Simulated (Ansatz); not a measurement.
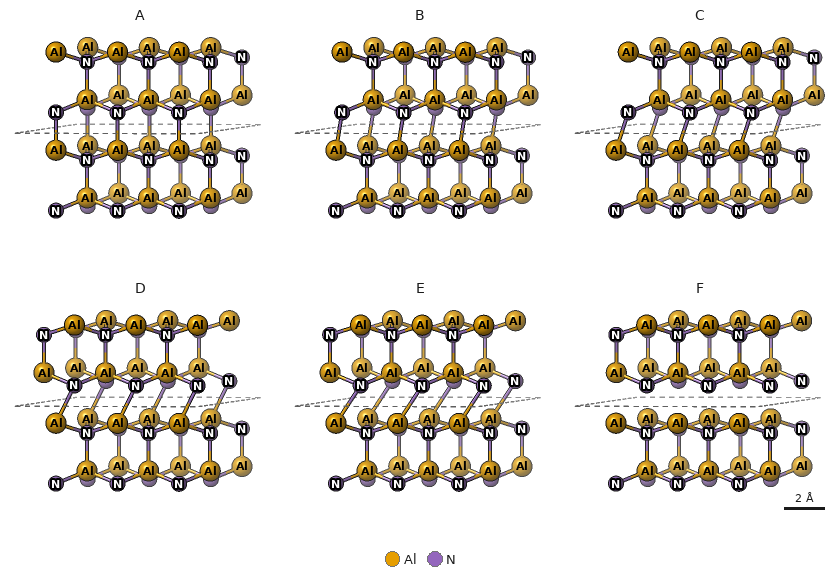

Frames of a one-coordinate scan of solid AlN (P6_3mc). The picture is a ball-and-stick view of the layers on both sides of the dashed plane, seen from the side, nearly along that plane.

The calculation used Ansatz, DFT PBE, scalar-relativistic, plane waves, PAW. (plane-wave cutoff 420 eV; k-point mesh 8 × 8 × 3; occupations gaussian; smearing width 0.05 eV; no spin polarisation). Energies (free energies at the smearing named) are counted from the cell as listed in its source, which wasn't relaxed.

Q: What is being scanned?

A: The crystal above a cut along the (0 0 1) plane of the conventional cell (between a plane of Al below and one of N above, 1.92 Å apart) is slid rigidly by fractions of an in-plane lattice vector 3.11 Å long (a generalised stacking fault). In the frames the slip is 0.00 (A), 0.10 (B), 0.20 (C), 0.30 (D), 0.40 (E), 0.50 (F). One cut stands in each cell, which starts 10.0 Å high; nothing is relaxed, and the dashed outline marks the cut. Their energies are 0 mJ/m², 218 mJ/m², 841 mJ/m², 1706 mJ/m², 2480 mJ/m², 2794 mJ/m².
